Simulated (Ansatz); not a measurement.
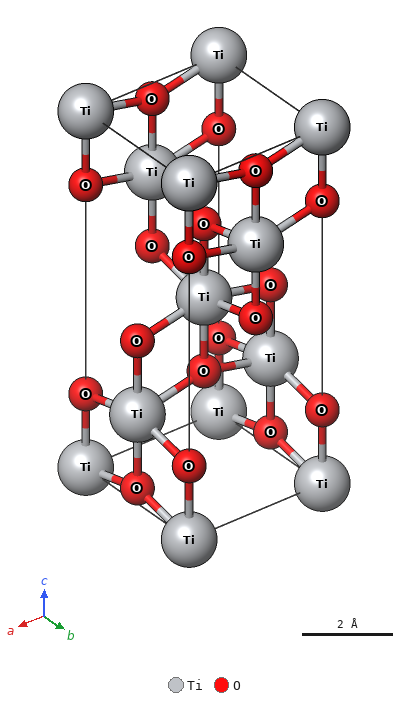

**Figure 1.** The starting structure (ball-and-stick view of the cell 2 times as large as that of the calculation, set on its symmetry axes, seen at an oblique angle). An atom can appear more than once, as a periodic image. Near neighbours in the periodic cell (some may lie outside the picture): Ti has 6 O at 1.94 to 1.97 Å; O has 3 Ti at 1.94 to 1.97 Å.

## Geometry relaxation, with input and output: TiO₂ (part 1 of 2)

The run: geometry relaxation of TiO₂ (I4₁/amd, 6 atoms in the cell). Method and program: DFT PBEsol, scalar-relativistic, plane waves, PAW, no spin polarisation (Ansatz 0.2.0).

The structure derives from an entry of the Crystallography Open Database.

The program's output
```
Engine: ansatz 0.2.0, aarch64-unknown-linux-gnu
Pseudopotentials: kind: paw
Pseudopotential: Ti, paw, valence charge 12, recommended cutoff 420 eV (normal), Ti.paw.azcp
Pseudopotential: O, paw, valence charge 6, recommended cutoff 420 eV (normal), O.paw.azcp
Functional definition: PBEsol
  exchange = pbesol_x
  correlation = pbesol_c
Crystal: 6 atoms, lattice volume = 68.150 Å³
Basis set: ecut = 420 eV, 1323 PW (Γ), exchange–correlation on 80×80×80 points (8 copies of the dense FFT grid, shifted against one another)
Bands: 30, of which v1, the nominal top of the filled ones, is band 24 counted from 1 (23 counted from 0)
Symmetry: 16 space group operations
Space group: I41/amd (ITA 141), of the structure as read, at distance tolerance 4.1e-5 Å
k-points: 102 of 1000
Non-local potential: Ti, projectors of the file, l = 0: 3, l = 1: 2, l = 2: 3, l = 3: 1
Non-local potential: O, projectors of the file, l = 0: 2, l = 1: 2, l = 2: 1
PAW form: soft (Blöchl's): semilocal exchange-correlation on the pseudo side does not see the compensation charge
PAW frozen core: Ti, regenerated for the run's functional, and the local potential with it (the file was generated under x = pbe(κ = 0.804, μ = 0.2195149727645171), c = pbe(β = 0.06672455060314922))
PAW frozen core: O, regenerated for the run's functional, and the local potential with it (the file was generated under x = pbe(κ = 0.804, μ = 0.2195149727645171), c = pbe(β = 0.06672455060314922))
PAW one-centre angular grid: Ti, 590 points (default); XC on 64 Gauss nodes
PAW one-centre angular grid: O, 110 points (default); XC on 64 Gauss nodes
Initial density: superposition of atomic densities (neutral atoms: chi_scale 0, normalization atom), corrected by the library's trained network
Initial wavefunctions: pseudopotential atomic-orbital guess
Functional: x = pbesol(κ = 0.804, μ = 0.12345679012345678), c = pbesol(β = 0.046)
SCF iter   1: F=—  HF=-7199.755955 eV  |F-HF|=—  |Δ(HF+E_count)|=         —  Δρ=1.60e-2  dr2=1.35e-1  ethr=1.77e-3  ⟨swp⟩=5.5  Hψ=12802  notcnv=0
preconditioner: auto → none  [insulator: Δε(μ)=1.986 eV  Ē_g=9.577 eV  σ=0.020 eV  W_gap=1.00  n_scr=14 (ndim 8)  ℏωp=25.4 eV  f_vac=0.104  D(μ)=0.00/eV (n_scr^D=0)  ε∞_Penn≈8.1]
SCF iter   2: F=—  HF=-7199.761030 eV  |F-HF|=—  |Δ(HF+E_count)|=   5.08e-3  Δρ=1.67e-2  dr2=1.86e-1  ethr=2.80e-4  ⟨swp⟩=2.0  Hψ=5932  notcnv=0  defer=169
SCF iter   3: F=—  HF=-7199.725073 eV  |F-HF|=—  |Δ(HF+E_count)|=   3.60e-2  Δρ=2.24e-3  dr2=1.85e-3  ethr=2.80e-4  ⟨swp⟩=2.0  Hψ=4565  notcnv=0  defer=169
SCF iter   4: F=—  HF=-7199.725067 eV  |F-HF|=—  |Δ(HF+E_count)|=   6.05e-6  Δρ=6.92e-4  dr2=9.51e-5  ethr=3.85e-6  ⟨swp⟩=2.0  Hψ=5433  notcnv=0  defer=169
SCF iter   5: F=—  HF=-7199.725139 eV  |F-HF|=—  |Δ(HF+E_count)|=   7.17e-5  Δρ=1.48e-4  dr2=1.54e-5  ethr=1.98e-7  ⟨swp⟩=2.3  Hψ=4667  notcnv=0  defer=169
SCF iter   6: F=-7199.725136 eV  HF=-7199.725136 eV  |F-HF|=4.63e-8  |Δ(HF+E_count)|=   3.08e-6  Δρ=1.52e-5  dr2=5.08e-8  ethr=2.08e-10  ⟨swp⟩=11.2  Hψ=23070  notcnv=0
SCF 1 converged in 6 iterations: F = -7199.725136 eV  dr2 = 5.08e-8
  greatest PAW one-centre occupation: 0.999 electrons in one spin orbital (limit 2), on the Ti atom at site 1 (counted from 0), in its partial waves of l = 0
relax step   1: F+E_penalty+E_count = -7199.72513607 eV  Δ(F+E_penalty+E_count) = +0.000e0 eV  max|allowed force component| = 2.195e-1 eV/Å  Δτ_max = 0.0000 Å  P = -0.299 GPa  Ω = 68.150 Å³  (6 SCF iters, dr2 threshold 1.00e-7 eV, accepted)
Crystal: 6 atoms, lattice volume = 67.975 Å³
Basis set: ecut = 420 eV, 1315 PW (Γ), exchange–correlation on 80×80×80 points (8 copies of the dense FFT grid, shifted against one another)
Initial density: handed on by an earlier stage of this run
Initial wavefunctions: those handed on with the density
iter 1 solved again at ethr=5.88e-7 eV; its pass at ethr=3.10e-3 eV (dr2=2.82e-4 eV) is discarded
SCF iter   1: F=—  HF=-7199.731104 eV  |F-HF|=—  |Δ(HF+E_count)|=         —  Δρ=7.50e-4  dr2=3.15e-4  ethr=5.88e-7  ⟨swp⟩=2.1  Hψ=16859  notcnv=0
preconditioner: auto → none  [insulator: Δε(μ)=2.121 eV  Ē_g=9.665 eV  σ=0.020 eV  W_gap=1.00  n_scr=14 (ndim 8)  ℏωp=25.5 eV  f_vac=0.097  D(μ)=0.00/eV (n_scr^D=0)  ε∞_Penn≈7.9]
SCF iter   2: F=—  HF=-7199.731000 eV  |F-HF|=—  |Δ(HF+E_count)|=   1.04e-4  Δρ=4.31e-4  dr2=9.88e-5  ethr=5.88e-7  ⟨swp⟩=2.0  Hψ=4367  notcnv=0
SCF iter   3: F=—  HF=-7199.731019 eV  |F-HF|=—  |Δ(HF+E_count)|=   1.98e-5  Δρ=5.38e-4  dr2=1.94e-4  ethr=2.06e-7  ⟨swp⟩=2.3  Hψ=5133  notcnv=0
SCF iter   4: F=—  HF=-7199.730984 eV  |F-HF|=—  |Δ(HF+E_count)|=   3.54e-5  Δρ=6.69e-5  dr2=9.83e-7  ethr=2.06e-7  ⟨swp⟩=2.0  Hψ=4422  notcnv=0
SCF iter   5: F=-7199.730984 eV  HF=-7199.730984 eV  |F-HF|=5.12e-9  |Δ(HF+E_count)|=   4.91e-7  Δρ=8.96e-6  dr2=2.48e-8  ethr=1.25e-9  ⟨swp⟩=9.8  Hψ=21632  notcnv=0
SCF 2 converged in 5 iterations: F = -7199.730984 eV  dr2 = 2.48e-8
relax step   2: F+E_penalty+E_count = -7199.73098445 eV  Δ(F+E_penalty+E_count) = -5.848e-3 eV  max|allowed force component| = 1.261e-1 eV/Å  Δτ_max = 0.0062 Å  P = -0.096 GPa  Ω = 67.975 Å³  energy of the carried Pulay correction = +7.988e-4 eV  (5 SCF iters, dr2 threshold 6.00e-7 eV, accepted)
Crystal: 6 atoms, lattice volume = 67.869 Å³
iter 1 solved again at ethr=9.47e-7 eV; its pass at ethr=3.10e-3 eV (dr2=4.55e-4 eV) is discarded
SCF iter   1: F=—  HF=-7199.734553 eV  |F-HF|=—  |Δ(HF+E_count)|=         —  Δρ=1.08e-3  dr2=6.50e-4  ethr=9.47e-7  ⟨swp⟩=2.1  Hψ=17311  notcnv=0
preconditioner: auto → none  [insulator: Δε(μ)=2.104 eV  Ē_g=9.666 eV  σ=0.020 eV  W_gap=1.00  n_scr=14 (ndim 8)  ℏωp=25.5 eV  f_vac=0.096  D(μ)=0.00/eV (n_scr^D=0)  ε∞_Penn≈8.0]
SCF iter   2: F=—  HF=-7199.734322 eV  |F-HF|=—  |Δ(HF+E_count)|=   2.32e-4  Δρ=4.32e-4  dr2=8.35e-5  ethr=9.47e-7  ⟨swp⟩=2.0  Hψ=4692  notcnv=0
SCF iter   3: F=—  HF=-7199.734312 eV  |F-HF|=—  |Δ(HF+E_count)|=   9.65e-6  Δρ=5.32e-4  dr2=1.91e-4  ethr=1.74e-7  ⟨swp⟩=2.0  Hψ=5304  notcnv=0
SCF iter   4: F=—  HF=-7199.734277 eV  |F-HF|=—  |Δ(HF+E_count)|=   3.52e-5  Δρ=7.09e-5  dr2=2.09e-6  ethr=1.74e-7  ⟨swp⟩=2.0  Hψ=4680  notcnv=0
SCF iter   5: F=-7199.734277 eV  HF=-7199.734277 eV  |F-HF|=4.47e-9  |Δ(HF+E_count)|=   1.26e-7  Δρ=1.04e-5  dr2=3.20e-8  ethr=1.25e-9  ⟨swp⟩=10.0  Hψ=21404  notcnv=0
SCF 3 converged in 5 iterations: F = -7199.734277 eV  dr2 = 3.20e-8
relax step   3: F+E_penalty+E_count = -7199.73427715 eV  Δ(F+E_penalty+E_count) = -3.293e-3 eV  max|allowed force component| = 5.305e-3 eV/Å  Δτ_max = 0.0060 Å  P = -0.121 GPa  Ω = 67.869 Å³  energy of the carried Pulay correction = +1.282e-3 eV  (5 SCF iters, dr2 threshold 6.00e-7 eV, accepted)
Crystal: 6 atoms, lattice volume = 67.820 Å³
iter 1 solved again at ethr=5.87e-8 eV; its pass at ethr=3.10e-3 eV (dr2=2.82e-5 eV) is discarded
SCF iter   1: F=—  HF=-7199.734637 eV  |F-HF|=—  |Δ(HF+E_count)|=         —  Δρ=2.54e-4  dr2=2.85e-5  ethr=5.87e-8  ⟨swp⟩=2.6  Hψ=17112  notcnv=0
preconditioner: auto → none  [insulator: Δε(μ)=2.114 eV  Ē_g=9.673 eV  σ=0.020 eV  W_gap=1.00  n_scr=14 (ndim 8)  ℏωp=25.5 eV  f_vac=0.096  D(μ)=0.00/eV (n_scr^D=0)  ε∞_Penn≈8.0]
SCF iter   2: F=—  HF=-7199.734606 eV  |F-HF|=—  |Δ(HF+E_count)|=   3.16e-5  Δρ=1.75e-4  dr2=1.90e-5  ethr=5.87e-8  ⟨swp⟩=2.0  Hψ=4692  notcnv=0
SCF iter   3: F=—  HF=-7199.734604 eV  |F-HF|=—  |Δ(HF+E_count)|=   2.06e-6  Δρ=1.05e-4  dr2=6.63e-6  ethr=3.95e-8  ⟨swp⟩=2.0  Hψ=4585  notcnv=0
SCF iter   4: F=—  HF=-7199.734603 eV  |F-HF|=—  |Δ(HF+E_count)|=   8.83e-7  Δρ=4.46e-5  dr2=1.07e-6  ethr=1.38e-8  ⟨swp⟩=2.0  Hψ=3504  notcnv=0
SCF iter   5: F=-7199.734603 eV  HF=-7199.734603 eV  |F-HF|=2.59e-8  |Δ(HF+E_count)|=   1.00e-7  Δρ=9.79e-6  dr2=4.89e-8  ethr=2.42e-10  ⟨swp⟩=6.7  Hψ=19664  notcnv=0
SCF 4 converged in 5 iterations: F = -7199.734603 eV  dr2 = 4.89e-8
relax step   4: F+E_penalty+E_count = -7199.73460255 eV  Δ(F+E_penalty+E_count) = -3.254e-4 eV  max|allowed force component| = 2.549e-3 eV/Å  Δτ_max = 0.0011 Å  P = +0.093 GPa  Ω = 67.820 Å³  energy of the carried Pulay correction = +1.506e-3 eV  (5 SCF iters, dr2 threshold 1.16e-7 eV, accepted)
Crystal: 6 atoms, lattice volume = 67.865 Å³
iter 1 solved again at ethr=1.86e-8 eV; its pass at ethr=3.10e-3 eV (dr2=8.93e-6 eV) is discarded
SCF iter   1: F=—  HF=-7199.734477 eV  |F-HF|=—  |Δ(HF+E_count)|=         —  Δρ=1.87e-4  dr2=9.26e-6  ethr=1.86e-8  ⟨swp⟩=3.0  Hψ=18409  notcnv=0
preconditioner: auto → none  [insulator: Δε(μ)=2.118 eV  Ē_g=9.671 eV  σ=0.020 eV  W_gap=1.00  n_scr=14 (ndim 8)  ℏωp=25.5 eV  f_vac=0.096  D(μ)=0.00/eV (n_scr^D=0)  ε∞_Penn≈8.0]
SCF iter   2: F=—  HF=-7199.734448 eV  |F-HF|=—  |Δ(HF+E_count)|=   2.87e-5  Δρ=8.55e-5  dr2=2.24e-6  ethr=1.86e-8  ⟨swp⟩=2.5  Hψ=4546  notcnv=0
SCF iter   3: F=—  HF=-7199.734450 eV  |F-HF|=—  |Δ(HF+E_count)|=   1.63e-6  Δρ=1.06e-4  dr2=7.65e-6  ethr=4.66e-9  ⟨swp⟩=2.8  Hψ=5674  notcnv=0  recentre
SCF iter   4: F=-7199.734448 eV  HF=-7199.734448 eV  |F-HF|=4.61e-9  |Δ(HF+E_count)|=   1.39e-6  Δρ=1.20e-5  dr2=4.71e-8  ethr=1.51e-10  ⟨swp⟩=7.0  Hψ=20779  notcnv=0
SCF 5 converged in 4 iterations: F = -7199.734448 eV  dr2 = 4.71e-8
relax step   5: F+E_penalty+E_count = -7199.73444824 eV  Δ(F+E_penalty+E_count) = +1.543e-4 eV  max|allowed force component| = 2.913e-3 eV/Å  Δτ_max = 0.0015 Å  P = +0.010 GPa  Ω = 67.865 Å³  energy of the carried Pulay correction = +1.300e-3 eV  (4 SCF iters, dr2 threshold 7.23e-8 eV, accepted)
Initial wavefunctions: pseudopotential atomic-orbital guess (no wavefunctions were taken with the density)
iter 1 solved again at ethr=7.69e-9 eV; its pass at ethr=3.10e-3 eV (dr2=3.69e-6 eV) is discarded
SCF iter   1: F=—  HF=-7199.733271 eV  |F-HF|=—  |Δ(HF+E_count)|=         —  Δρ=9.93e-5  dr2=3.41e-7  ethr=7.69e-9  ⟨swp⟩=3.9  Hψ=22235  notcnv=0
SCF iter   2: F=—  HF=-7199.733280 eV  |F-HF|=—  |Δ(HF+E_count)|=   8.51e-6  Δρ=4.91e-5  dr2=8.13e-8  ethr=7.10e-10  ⟨swp⟩=2.1  Hψ=4547  notcnv=0
SCF iter   3: F=—  HF=-7199.733292 eV  |F-HF|=—  |Δ(HF+E_count)|=   1.21e-5  Δρ=1.38e-5  dr2=1.10e-7  ethr=1.69e-10  ⟨swp⟩=2.0  Hψ=4692  notcnv=0
SCF iter   4: F=—  HF=-7199.733292 eV  |F-HF|=—  |Δ(HF+E_count)|=   5.75e-8  Δρ=4.14e-6  dr2=6.20e-9  ethr=1.69e-10  ⟨swp⟩=2.0  Hψ=4688  notcnv=0
SCF iter   5: F=—  HF=-7199.733292 eV  |F-HF|=—  |Δ(HF+E_count)|=   3.36e-8  Δρ=9.20e-7  dr2=1.46e-10  ethr=1.29e-11  ⟨swp⟩=2.0  Hψ=3996  notcnv=0
SCF iter   6: F=-7199.733292 eV  HF=-7199.733292 eV  |F-HF|=1.82e-12  |Δ(HF+E_count)|=   1.78e-9  Δρ=7.63e-8  dr2=2.66e-12  ethr=1.00e-12  ⟨swp⟩=6.0  Hψ=13486  notcnv=0
SCF 6 converged in 6 iterations: F = -7199.733292 eV  dr2 = 2.66e-12
relax step   6: F+E_penalty+E_count = -7199.73329197 eV  Δ(F+E_penalty+E_count) = +1.156e-3 eV  max|allowed force component| = 3.031e-3 eV/Å  Δτ_max = 0.0000 Å  P = -0.021 GPa  Ω = 67.865 Å³  stress off target by 3.79e-2 GPa  SCF on the basis re-selected at this cell (its energy is not comparable with the rows above)  (6 SCF iters)
```

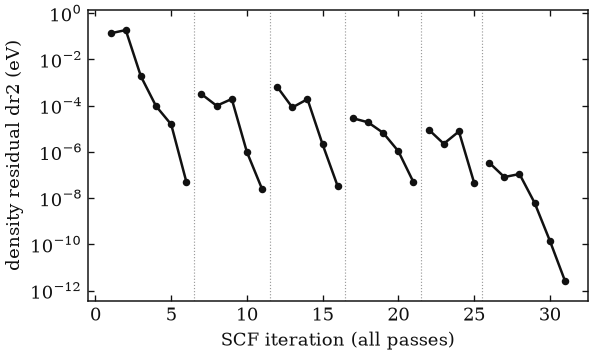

**Figure 2.** Convergence of the self-consistent field: density residual dr2 against the SCF iteration. The dotted lines part the SCF passes of the relaxation: geometry steps, rejected trials and re-solves on a re-selected basis. The 6 passes take 4 to 6 iterations each, 31 in all.

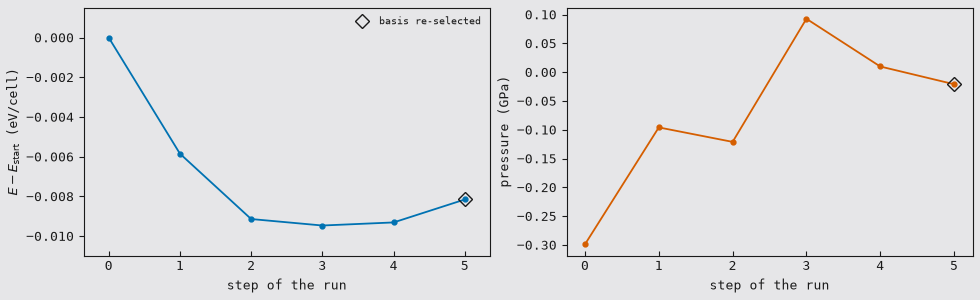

**Figure 3.** Progress of the relaxation, step by step (the first geometry is step 0 here and step 1 in the log). The largest moves relative to the cell, 0.010 Å, are those of O3, O4, O5 and O6. Ti stays in place. The volume changes by −0.4 %, with a = b 3.785 → 3.771 Å (−0.4 %), c 9.514 → 9.546 Å (+0.3 %). Distances before and after: Ti1–O3 1.966 → 1.982 Å, Ti1–O4 1.937 → 1.928 Å. The space group stays I4_1/amd (No. 141). After 4 geometry steps the energy has fallen by 9.3 meV per cell of the calculation. Largest force component: 0.22 eV/Å at the start, 0.003 eV/Å at the end. Pressure: −0.30 GPa at the start and −0.02 GPa at the end. A last SCF at the same geometry on a re-selected plane-wave basis shifts the energy by +1.2 meV per cell of the calculation. (Atoms are counted from 1 in the order of the input.)

```
basis re-selected at this cell: Δ(F+E_penalty+E_count) = +1.156e-3 eV, ΔP = -0.031 GPa vs the last step (what re-selecting the basis moved, of the pressure what is left beyond the Pulay correction that the steps carried, after the strain that the cell walked since its last selection, with what the two solves' SCF thresholds leave and, on support functions, any second-order correction that the steps lacked; it is no measure of the basis error at this ecutwfc). This SCF's stress stands 3.79e-2 GPa from its target on what of the cell is left free (relax.cell.stress_tol is 5.00e-2 GPa) and its largest allowed force component is 3.03e-3 eV/Å (relax.f_tol is 5.00e-3 eV/Å): within both
SCF converged after 6 iterations
Free energy (F): -7199.733292 eV
Harris-Foulkes:  -7199.733292 eV  (|F-HF|=1.82e-12)
Internal energy: -7199.733292 eV  (E = F + TS)
E sigma→0 (E₀):  -7199.733292 eV
Fermi energy:    8.309325 eV
```
